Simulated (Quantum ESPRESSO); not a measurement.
Band-structure run, with input and output: CuCl$_{2}$ (part 2 of 2)

CuCl$_{2}$ (3 atoms in the cell); Kohn-Sham DFT of a periodic cell, PBEsol, GBRV 1.5 PBEsol, no spin polarisation (Quantum ESPRESSO 7.5); cutoff 761.92 eV, 6×6×6 k-mesh, fermi-dirac of 0.05 eV. The structure derives from a Materials Project entry.

Geometry of the input (Å; fractional positions):
```
4.5206  0.0000  0.0000
0.0000  4.5206  0.0000
0.0000  0.0000  4.3177
Cu 0.0000  0.0000  0.0000
Cl 0.0000  0.5000  0.0000
Cl 0.5000  0.0000  0.0000
```

### Output, continued
```
     iteration # 12     ecut=    56.00 Ry     beta= 0.50
     Davidson diagonalization with overlap
     ethr =  4.16E-10,  avg # of iterations =  5.0

     negative rho (up, down):  3.030E-02 0.000E+00

     total energy              =    -469.97600597 Ry
     estimated scf accuracy    <       0.00000003 Ry

     iteration # 13     ecut=    56.00 Ry     beta= 0.50
     Davidson diagonalization with overlap
     ethr =  9.63E-11,  avg # of iterations =  1.7

     negative rho (up, down):  3.030E-02 0.000E+00

     total energy              =    -469.97600597 Ry
     estimated scf accuracy    <       0.00000003 Ry

     iteration # 14     ecut=    56.00 Ry     beta= 0.50
     Davidson diagonalization with overlap
     ethr =  8.31E-11,  avg # of iterations =  1.0

     negative rho (up, down):  3.030E-02 0.000E+00

     End of self-consistent calculation

          k = 0.0000 0.0000 0.0000 (  4191 PWs)   bands (ev):

  -110.4615 -68.1844 -68.1844 -67.6860 -13.7178 -12.5696  -2.9791  -2.9791
    -1.2155  -1.0941  -0.8515  -0.7852  -0.7852  -0.6518   0.0857   0.2125
     0.2125   3.5275   7.2234  10.2274  11.0896  11.2683  12.4688  12.5009

          k = 0.0000 0.0000 0.1634 (  4215 PWs)   bands (ev):

  -110.4615 -68.1844 -68.1844 -67.6861 -13.7077 -12.5635  -2.9650  -2.9650
    -1.3004  -1.2147  -0.8508  -0.7924  -0.7924  -0.6017   0.0019   0.2198
     0.2198   3.7086   7.4962   9.8815  11.1399  11.3896  11.5123  11.5123

          k = 0.0000 0.0000 0.3268 (  4212 PWs)   bands (ev):

  -110.4615 -68.1844 -68.1844 -67.6861 -13.6875 -12.5514  -2.9363  -2.9363
    -1.6341  -1.2132  -0.8491  -0.8069  -0.8069  -0.5480  -0.1595   0.2346
     0.2346   4.0878   7.8054   9.5259  10.6261  10.6261  11.2466  11.7134

          k = 0.0000 0.0000-0.4902 (  4212 PWs)   bands (ev):

  -110.4615 -68.1844 -68.1844 -67.6861 -13.6772 -12.5452  -2.9218  -2.9218
    -1.7806  -1.2124  -0.8481  -0.8143  -0.8143  -0.5288  -0.2375   0.2420
     0.2420   4.3015   7.6968   9.7091  10.3149  10.3149  11.3033  11.7478

          k = 0.0000 0.1561 0.0000 (  4209 PWs)   bands (ev):

  -110.4615 -68.1844 -68.1844 -67.6860 -13.6335 -12.6306  -3.3645  -2.9038
    -1.3742  -1.2777  -0.7842  -0.7490  -0.6655  -0.6244   0.1252   0.2149
     0.2718   4.1960   7.4805  10.4043  10.5624  11.3342  11.4987  12.6502

          k = 0.0000 0.1561 0.1634 (  4215 PWs)   bands (ev):

  -110.4615 -68.1844 -68.1844 -67.6861 -13.6237 -12.6243  -3.3522  -2.8902
    -1.4062  -1.3722  -0.7912  -0.7790  -0.7330  -0.5717   0.1303   0.1628
     0.2788   4.3639   7.7041   9.5807  10.9046  11.3754  11.6855  11.9253

          k = 0.0000 0.1561 0.3268 (  4228 PWs)   bands (ev):

  -110.4615 -68.1844 -68.1844 -67.6861 -13.6038 -12.6115  -3.3272  -2.8624
    -1.6643  -1.3681  -0.8835  -0.8055  -0.7293  -0.5306   0.0121   0.1925
     0.2929   4.7329   7.6731   9.3812  10.6188  10.7890  11.5156  12.5954

          k = 0.0000 0.1561-0.4902 (  4198 PWs)   bands (ev):

  -110.4615 -68.1844 -68.1844 -67.6861 -13.5938 -12.6051  -3.3146  -2.8483
    -1.7889  -1.3660  -0.9279  -0.8128  -0.7254  -0.5140  -0.0453   0.2100
     0.3000   4.9599   7.3617   9.8798  10.1605  10.4838  11.5790  12.8968

          k = 0.0000 0.3122 0.0000 (  4212 PWs)   bands (ev):

  -110.4615 -68.1844 -68.1844 -67.6860 -13.4095 -12.8084  -3.9459  -2.7021
    -1.7181  -1.4901  -0.7821  -0.7311  -0.6469  -0.5692   0.1023   0.3661
     0.4673   5.7432   8.1819   9.4838  10.0641  11.5273  11.9555  12.7730

          k = 0.0000 0.3122 0.1634 (  4209 PWs)   bands (ev):

  -110.4615 -68.1844 -68.1844 -67.6861 -13.4003 -12.8012  -3.9350  -2.6896
    -1.7138  -1.5685  -0.7888  -0.7566  -0.7001  -0.5891   0.1430   0.3728
     0.4053   5.8744   8.1966   8.9319  10.9781  11.6512  11.8852  12.2883

          k = 0.0000 0.3122 0.3268 (  4225 PWs)   bands (ev):

  -110.4615 -68.1844 -68.1844 -67.6861 -13.3818 -12.7869  -3.9128  -2.6642
    -1.7312  -1.7050  -0.9512  -0.8027  -0.6860  -0.5731   0.2146   0.2976
     0.3864   6.1994   7.4357   9.3100  11.2582  11.3749  12.2365  12.6208

          k = 0.0000 0.3122-0.4902 (  4236 PWs)   bands (ev):

  -110.4615 -68.1844 -68.1844 -67.6861 -13.3725 -12.7796  -3.9015  -2.6512
    -1.8145  -1.7007  -1.0437  -0.8099  -0.6754  -0.5624   0.2437   0.2561
     0.3934   6.6411   6.7606   9.5875  10.9772  11.2301  12.3420  12.9470

          k = 0.0000-0.4682 0.0000 (  4192 PWs)   bands (ev):

  -110.4615 -68.1844 -68.1844 -67.6860 -13.1827 -13.0122  -4.1847  -2.5343
    -1.9487  -1.5701  -0.7810  -0.7764  -0.6667  -0.5406   0.1300   0.4049
     0.5901   6.8348   8.5917   9.1377   9.9983  10.5595  12.4148  12.6066

          k = 0.0000-0.4682 0.1634 (  4226 PWs)   bands (ev):

  -110.4615 -68.1844 -68.1844 -67.6861 -13.1744 -13.0041  -4.1742  -2.5224
    -1.9432  -1.6353  -0.7877  -0.7576  -0.7395  -0.5943   0.1751   0.4116
     0.5267   6.7932   8.6617   8.8776  10.6294  10.8212  12.2012  12.7374

          k = 0.0000-0.4682 0.3268 (  4212 PWs)   bands (ev):

  -110.4615 -68.1844 -68.1844 -67.6861 -13.1577 -12.9877  -4.1528  -2.4983
    -1.9322  -1.7660  -0.9648  -0.8013  -0.7211  -0.5971   0.2589   0.4175
     0.4253   6.6185   8.2279   9.3452  10.7670  11.7404  12.5385  12.5406

          k = 0.0000-0.4682-0.4902 (  4220 PWs)   bands (ev):

  -110.4615 -68.1844 -68.1844 -67.6861 -13.1493 -12.9795  -4.1419  -2.4860
    -1.9267  -1.8314  -1.0756  -0.8084  -0.7033  -0.5920   0.3007   0.3703
     0.4322   6.4905   8.1103   9.5088  10.8253  11.5276  12.4537  13.1037

          k = 0.1561 0.1561 0.0000 (  4209 PWs)   bands (ev):

  -110.4615 -68.1844 -68.1844 -67.6860 -13.5543 -12.6785  -3.5701  -3.0941
    -1.6879  -1.3287  -1.0442  -0.5832  -0.4378  -0.3488  -0.0857   0.2823
     0.7219   4.6477   7.7266   9.7987  10.6554  11.1393  11.6683  12.9047

          k = 0.1561 0.1561 0.1634 (  4206 PWs)   bands (ev):

  -110.4615 -68.1844 -68.1844 -67.6861 -13.5446 -12.6719  -3.5548  -3.0856
    -1.6831  -1.4450  -1.0756  -0.5694  -0.4309  -0.3966  -0.0635   0.2151
     0.7272   4.8100   7.8740   9.1701  10.9383  11.2372  11.7396  12.2946

          k = 0.1561 0.1561 0.3268 (  4221 PWs)   bands (ev):

  -110.4615 -68.1844 -68.1844 -67.6861 -13.5252 -12.6588  -3.5238  -3.0683
    -1.6852  -1.6642  -1.1439  -0.5573  -0.4426  -0.4171  -0.0291   0.0945
     0.7376   5.1811   7.4524   9.2384  10.7270  11.0143  11.8258  12.7254

          k = 0.1561 0.1561-0.4902 (  4210 PWs)   bands (ev):

  -110.4615 -68.1844 -68.1844 -67.6861 -13.5154 -12.6521  -3.5081  -3.0595
    -1.7898  -1.6672  -1.1806  -0.5619  -0.4454  -0.4101  -0.0136   0.0406
     0.7427   5.4377   7.0097   9.5887  10.4494  10.8377  11.8895  13.6648

          k = 0.1561 0.3122 0.0000 (  4219 PWs)   bands (ev):

  -110.4615 -68.1844 -68.1844 -67.6860 -13.3459 -12.8237  -4.1372  -3.0753
    -2.1411  -1.4871  -1.1352  -0.5448  -0.3331  -0.1401   0.1934   0.4768
     0.9619   5.9396   8.4109   8.9798  10.0328  11.1686  11.9035  12.6483

          k = 0.1561 0.3122 0.1634 (  4212 PWs)   bands (ev):

  -110.4615 -68.1844 -68.1844 -67.6861 -13.3369 -12.8165  -4.1227  -3.0679
    -2.1323  -1.5636  -1.1903  -0.5175  -0.3229  -0.2062   0.2059   0.4142
     0.9730   6.0424   8.1120   8.8473  10.6249  11.3763  11.8987  12.0700

          k = 0.1561 0.3122 0.3268 (  4201 PWs)   bands (ev):

  -110.4615 -68.1844 -68.1844 -67.6861 -13.3187 -12.8020  -4.0934  -3.0528
    -2.1144  -1.7230  -1.3037  -0.4576  -0.3288  -0.2880   0.2291   0.3050
     0.9948   6.2469   7.2682   9.2318  11.2387  11.3044  12.0752  12.3547

          k = 0.1561 0.3122-0.4902 (  4212 PWs)   bands (ev):

  -110.4615 -68.1844 -68.1844 -67.6861 -13.3096 -12.7947  -4.0786  -3.0451
    -2.1050  -1.8050  -1.3617  -0.4049  -0.3896  -0.2826   0.2408   0.2570
     1.0059   6.3931   6.8688   9.3279  11.2649  11.3611  12.1733  12.8277

          k = 0.1561-0.4682 0.0000 (  4206 PWs)   bands (ev):

  -110.4615 -68.1844 -68.1844 -67.6860 -13.1339 -13.0039  -4.3892  -3.0194
    -2.3443  -1.5647  -1.1448  -0.5339  -0.3800  -0.0895   0.4921   0.5945
     0.8995   6.9990   8.6508   8.7155  10.0731  10.4097  11.6792  12.2685

          k = 0.1561-0.4682 0.1634 (  4222 PWs)   bands (ev):

  -110.4615 -68.1844 -68.1844 -67.6861 -13.1257 -12.9958  -4.3752  -3.0123
    -2.3340  -1.6279  -1.2070  -0.5045  -0.3676  -0.1602   0.4984   0.5329
     0.9179   6.8153   8.4168   8.9803  10.4326  10.6018  11.8979  11.9616

          k = 0.1561-0.4682 0.3268 (  4214 PWs)   bands (ev):

  -110.4615 -68.1844 -68.1844 -67.6861 -13.1093 -12.9796  -4.3467  -2.9979
    -2.3131  -1.7560  -1.3411  -0.4380  -0.3427  -0.2819   0.4238   0.5142
     0.9557   6.3542   8.2861   9.2518  10.5404  11.5119  11.8140  12.4975

          k = 0.1561-0.4682-0.4902 (  4200 PWs)   bands (ev):

  -110.4615 -68.1844 -68.1844 -67.6861 -13.1010 -12.9714  -4.3323  -2.9906
    -2.3024  -1.8207  -1.4118  -0.3714  -0.3648  -0.3301   0.3774   0.5212
     0.9757   6.1149   8.2838   9.2329  10.6298  11.7821  12.2099  12.3728

          k = 0.3122 0.3122 0.0000 (  4216 PWs)   bands (ev):

  -110.4615 -68.1844 -68.1844 -67.6860 -13.1877 -12.8825  -4.6556  -3.3314
    -2.6360  -1.4988  -1.4035  -0.4969  -0.0839   0.2845   0.5210   0.5861
     1.8816   6.6713   8.2023   9.0559   9.7417  10.4068  11.5173  12.0078

          k = 0.3122 0.3122 0.1634 (  4220 PWs)   bands (ev):

  -110.4615 -68.1844 -68.1844 -67.6861 -13.1791 -12.8751  -4.6376  -3.3282
    -2.6234  -1.5710  -1.4556  -0.4567  -0.0755   0.2153   0.4602   0.5945
     1.8861   6.5321   7.8198   9.2175  10.1205  10.9309  11.1404  11.6269

          k = 0.3122 0.3122 0.3268 (  4214 PWs)   bands (ev):

  -110.4615 -68.1844 -68.1844 -67.6861 -13.1619 -12.8601  -4.6012  -3.3218
    -2.5978  -1.7179  -1.5630  -0.3661  -0.0571   0.0903   0.3553   0.6096
     1.8950   6.0140   7.6759   9.1221  10.8645  11.1795  11.7696  11.8814

          k = 0.3122 0.3122-0.4902 (  4218 PWs)   bands (ev):

  -110.4615 -68.1844 -68.1844 -67.6861 -13.1532 -12.8526  -4.5828  -3.3185
    -2.5848  -1.7921  -1.6180  -0.3117  -0.0450   0.0269   0.3096   0.6170
     1.8994   5.7332   7.7002   8.9396  11.2237  11.3859  11.9535  12.5511

          k = 0.3122-0.4682 0.0000 (  4236 PWs)   bands (ev):

  -110.4615 -68.1844 -68.1844 -67.6860 -13.0319 -12.9870  -4.9208  -3.3720
    -2.8231  -1.5540  -1.4444  -0.4857  -0.0769   0.3997   0.6033   0.8661
     2.1947   7.5738   7.8702   8.8377  10.0276  10.1950  10.4852  11.7044

          k = 0.3122-0.4682 0.1634 (  4222 PWs)   bands (ev):

  -110.4615 -68.1844 -68.1844 -67.6861 -13.0240 -12.9791  -4.9024  -3.3694
    -2.8093  -1.6143  -1.5048  -0.4439  -0.0685   0.3337   0.5422   0.8727
     2.2008   6.6915   8.3751   9.0962   9.9472  10.4482  10.9218  11.0822

          k = 0.3122-0.4682 0.3268 (  4224 PWs)   bands (ev):

  -110.4615 -68.1844 -68.1844 -67.6861 -13.0080 -12.9632  -4.8651  -3.3641
    -2.7815  -1.7371  -1.6287  -0.3505  -0.0509   0.2154   0.4373   0.8852
     2.2130   5.7790   8.7329   9.0284   9.7696  11.2719  11.6954  11.7071

          k = 0.3122-0.4682-0.4902 (  4212 PWs)   bands (ev):

  -110.4615 -68.1844 -68.1844 -67.6861 -12.9999 -12.9551  -4.8462  -3.3615
    -2.7674  -1.7992  -1.6917  -0.2965  -0.0416   0.1599   0.3919   0.8914
     2.2193   5.4228   8.7707   8.8556   9.8925  11.5920  12.2551  12.4613

          k =-0.4682-0.4682 0.0000 (  4268 PWs)   bands (ev):

  -110.4615 -68.1844 -68.1844 -67.6860 -12.9785 -12.9785  -5.1970  -3.4413
    -3.0043  -1.5486  -1.5486  -0.4749  -0.0340   0.6078   0.6078   1.1171
     2.7728   7.5289   8.6459   8.7424   8.7424  10.4530  10.4530  11.2672

          k =-0.4682-0.4682 0.1634 (  4212 PWs)   bands (ev):

  -110.4615 -68.1844 -68.1844 -67.6861 -12.9706 -12.9706  -5.1776  -3.4396
    -2.9895  -1.6076  -1.6076  -0.4317  -0.0259   0.5478   0.5478   1.1219
     2.7757   6.5204   8.9929   8.9929   9.6179   9.8946  10.7418  10.7418

          k =-0.4682-0.4682 0.3268 (  4212 PWs)   bands (ev):

  -110.4615 -68.1844 -68.1844 -67.6861 -12.9549 -12.9549  -5.1384  -3.4360
    -2.9595  -1.7277  -1.7277  -0.3366  -0.0089   0.4442   0.4442   1.1314
     2.7817   5.4817   8.9151   9.3744   9.3744  10.5235  11.6746  11.6746

          k =-0.4682-0.4682-0.4902 (  4200 PWs)   bands (ev):

  -110.4615 -68.1844 -68.1844 -67.6861 -12.9470 -12.9470  -5.1186  -3.4342
    -2.9444  -1.7884  -1.7884  -0.2837  -0.0001   0.3995   0.3995   1.1362
     2.7846   5.0872   8.5699   9.5144   9.5144  10.8272  12.5018  12.5018

     the Fermi energy is     0.9478 ev

!    total energy              =    -469.97600597 Ry
     estimated scf accuracy    <          3.4E-10 Ry
     smearing contrib. (-TS)   =      -0.00206153 Ry
     internal energy E=F+TS    =    -469.97394444 Ry

     The total energy is F=E-TS. E is the sum of the following terms:
     one-electron contribution =    -497.85987997 Ry
     hartree contribution      =     255.73042985 Ry
     xc contribution           =     -56.95785339 Ry
     ewald contribution        =    -170.88664094 Ry

     convergence has been achieved in  14 iterations

     negative rho (up, down):  3.030E-02 0.000E+00

     Forces acting on atoms (cartesian axes, Ry/au):

     atom    1 type  1   force =     0.00000000    0.00000000    0.00000000
     atom    2 type  2   force =     0.00000000    0.00000000    0.00000000
     atom    3 type  2   force =     0.00000000    0.00000000    0.00000000

     Total force =     0.000000     Total SCF correction =     0.000000

     Computing stress (Cartesian axis) and pressure

     negative rho (up, down):  3.030E-02 0.000E+00
          total   stress  (Ry/bohr**3)                   (kbar)     P=      -16.70
  -0.00016828   0.00000000   0.00000000          -24.76        0.00        0.00
   0.00000000  -0.00016828   0.00000000            0.00      -24.76        0.00
   0.00000000   0.00000000  -0.00000397            0.00        0.00       -0.58

=------------------------------------------------------------------------------=
   JOB DONE.
=------------------------------------------------------------------------------=
```

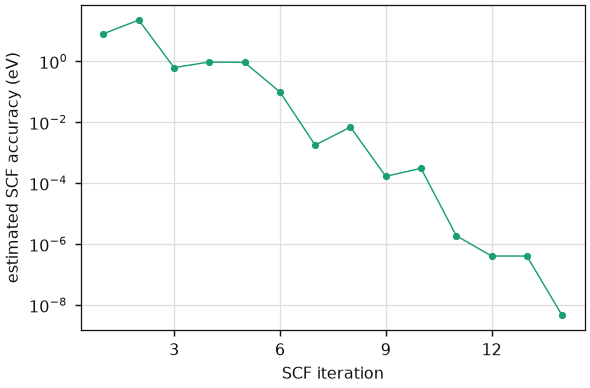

**Figure 1.** Convergence of the self-consistent field: estimated SCF accuracy against the iteration. The field takes 14 iterations in all.
